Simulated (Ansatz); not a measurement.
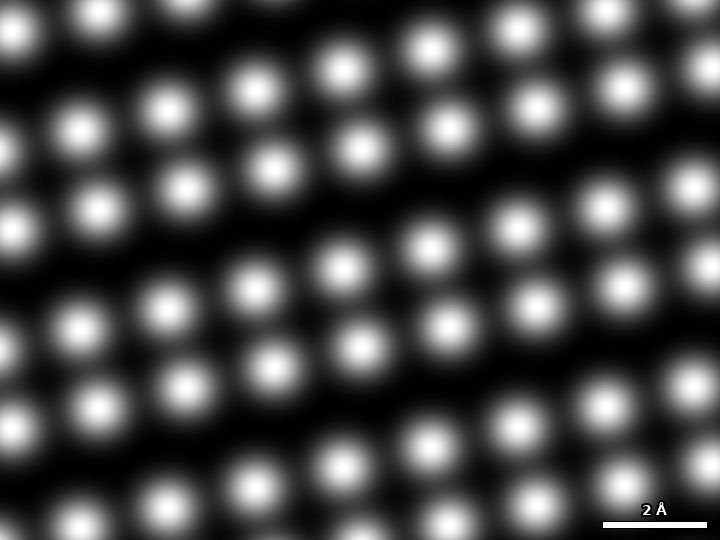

Z-contrast image of Si (Cmce, No. 64). Simulation: incoherent imaging, intensity Z^1.7 per atom, probe width 0.91 Å, thin sample. Structure used: the geometry relaxed with DFT, PAW plane waves, pbe (Ansatz); the starting structure was generated, so it need not be a known form of this composition.

```cif
data_structure
_symmetry_space_group_name_H-M 'Cmce'
_symmetry_Int_Tables_number 64
_cell_length_a 4.7985
_cell_length_b 7.5271
_cell_length_c 3.7572
_cell_angle_alpha 90.000
_cell_angle_beta 90.000
_cell_angle_gamma 90.000
_cell_volume 135.71
loop_
_atom_site_label
_atom_site_type_symbol
_atom_site_symmetry_multiplicity
_atom_site_Wyckoff_symbol
_atom_site_fract_x
_atom_site_fract_y
_atom_site_fract_z
_atom_site_occupancy
Si1 Si 8 f 0.50000 0.64598 0.15491 1
```

Which beam direction gives this image, [102], [101], [011] or [201]? (Directions equivalent by symmetry count as one.)

[201]. The projected cells are 2.02 × 3.76 Å, 90° for [102]; 2.96 × 4.04 Å, 111° for [101]; 2.93 × 2.93 Å, 110° for [011]; 1.75 × 3.86 Å, 103° for [201], and the image repeats as the [201] one does.
